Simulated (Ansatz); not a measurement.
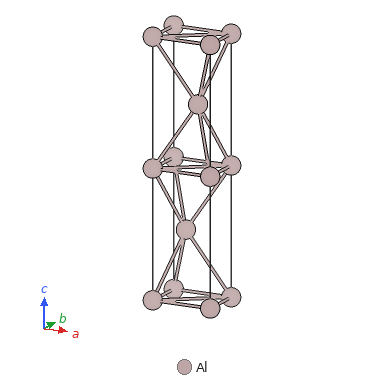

System: a slab cut from Al (slab content Al₂₄), space group P6_3/mmc (No. 194). The picture shows the bulk cell.

The given structure:
```
CELL_PARAMETERS angstrom
2.82220 0.00000 0.00000
-1.41110 2.44410 0.00000
0.00000 0.00000 9.26210
ATOMIC_POSITIONS crystal
Al 0.00000 0.00000 0.00000
Al 0.33333 0.66667 0.25000
Al 0.00000 0.00000 0.50000
Al 0.66667 0.33333 0.75000
```

Input of one of the runs behind the figure:
```
crystal:
  lattice:
    - [2.8221979689, 0.0, 0.0]
    - [0.0, 10.4728290076, 0.0]
    - [0.0, 0.0, 27.6089361978]
  atoms:
    - { symbol: Al, position: [0.0, 0.2681546104, 0.2716511765] }
    - { symbol: Al, position: [0.5, 0.8407730519, 0.3238451933] }
    - { symbol: Al, position: [0.5, 0.1089276623, 0.3368936975] }
    - { symbol: Al, position: [0.0, 0.6089276623, 0.3368936975] }
    - { symbol: Al, position: [0.5, 0.3770822727, 0.3499422017] }
    - { symbol: Al, position: [0.0, 0.9497007143, 0.4021362185] }
    - { symbol: Al, position: [0.0, 0.2178553247, 0.4151847227] }
    - { symbol: Al, position: [0.5, 0.7178553247, 0.4151847227] }
    - { symbol: Al, position: [0.0, 0.4860099351, 0.4282332269] }
    - { symbol: Al, position: [0.5, 0.0586283766, 0.4804272437] }
    - { symbol: Al, position: [0.5, 0.326782987, 0.4934757479] }
    - { symbol: Al, position: [0.0, 0.826782987, 0.4934757479] }
    - { symbol: Al, position: [0.5, 0.5949375974, 0.5065242521] }
    - { symbol: Al, position: [0.0, 0.167556039, 0.5587182689] }
    - { symbol: Al, position: [0.0, 0.4357106494, 0.5717667731] }
    - { symbol: Al, position: [0.5, 0.9357106494, 0.5717667731] }
    - { symbol: Al, position: [0.0, 0.7038652597, 0.5848152773] }
    - { symbol: Al, position: [0.5, 0.2764837013, 0.6370092941] }
    - { symbol: Al, position: [0.5, 0.5446383117, 0.6500577983] }
    - { symbol: Al, position: [0.0, 0.0446383117, 0.6500577983] }
    - { symbol: Al, position: [0.5, 0.8127929221, 0.6631063025] }
    - { symbol: Al, position: [0.0, 0.3854113636, 0.7153003193] }
    - { symbol: Al, position: [0.0, 0.653565974, 0.7283488235] }
    - { symbol: Al, position: [0.5, 0.153565974, 0.7283488235] }
basis:
  ecutwfc: 500
kpoints:
  mp_grid: { grid: [12, 4, 1] }
hamiltonian:
  xc: r2scan
scf:
  occupations: { method: gaussian, width: 0.1 }
output:
  forces: true
  eigenvalues: true
  write_density: true
  write_potential: true
  elf: true
  volumetric_format: npy
relax:
  adjacent_minimum: "off"
  f_tol: 0.02
  max_steps: 60
efield:
  axis: 3
  dipole_correction: true
  ramp_width: 0.04
```

Command:
```bash
ansatz run input.yaml --threads 2 --pin off --max-ram 5120MiB --backend cpu --events-out ev --progress --plain --runs-dir out
```

Method: spacing and rumpling of the atomic planes of a slab cut from the relaxed bulk cell along the Miller plane (conventional indices), bottom to top, after all atoms relax, plane waves with PAW datasets, Γ-centred k mesh (Ansatz 0.2.0). Level: r2SCAN, no spin polarisation.

space group in which the indices count 194; Miller index h 1; Miller index k 0; Miller index l 2; top plane Al; bottom plane Al; planes 18; surface cell (1, 1); slab thickness as cut 12.61 Å; vacuum 15 Å; surface area 29.56 Å²; surface a 2.822 Å; surface b 10.47 Å; surface angle 90 °; slab atoms 24; wave cutoff 500 eV; k mesh 12×4×1; occupations Gaussian; smearing width 0.1 eV; boundary dipole corrected.

Predict the spacing change of each pair of planes. The cases: 1–2; 2–3; 3–4; 4–5; 5–6; 6–7; 7–8; 8–9; 9–10; 10–11; 11–12; 12–13; 13–14; 14–15; 15–16; 16–17; 17–18.

The least value, −0.126 Å, is that of 16–17, and the largest, 0.119 Å, that of 15–16.

```csv
pair of planes,spacing change (Å),spacing to next (Å),content of the two planes
1–2,-0.116,1.325,Al and Al
2–3,-0.013,0.347,Al and Al2
3–4,-0.039,0.321,Al2 and Al
4–5,0.081,1.522,Al and Al
5–6,-0.043,0.317,Al and Al2
6–7,-0.007,0.353,Al2 and Al
7–8,0.030,1.471,Al and Al
8–9,-0.001,0.360,Al and Al2
9–10,-0.022,0.338,Al2 and Al
10–11,0.042,1.483,Al and Al
11–12,-0.022,0.339,Al and Al2
12–13,0.024,0.384,Al2 and Al
13–14,-0.072,1.369,Al and Al
14–15,0.036,0.397,Al and Al2
15–16,0.119,0.479,Al2 and Al
16–17,-0.126,1.315,Al and Al
17–18,-0.031,0.329,Al and Al2
```

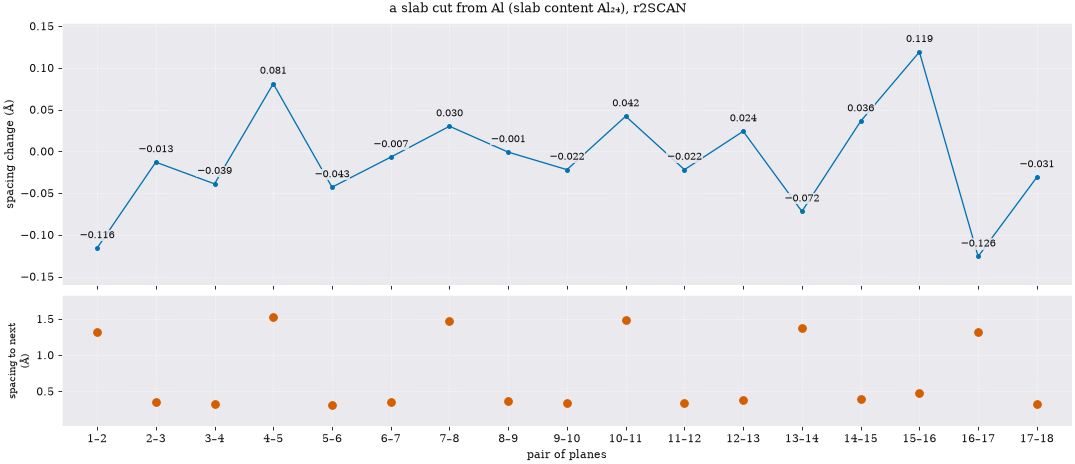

Caveats: k mesh lowers the symmetry; the slab's middle relaxes too; xc potential rough in thin density.
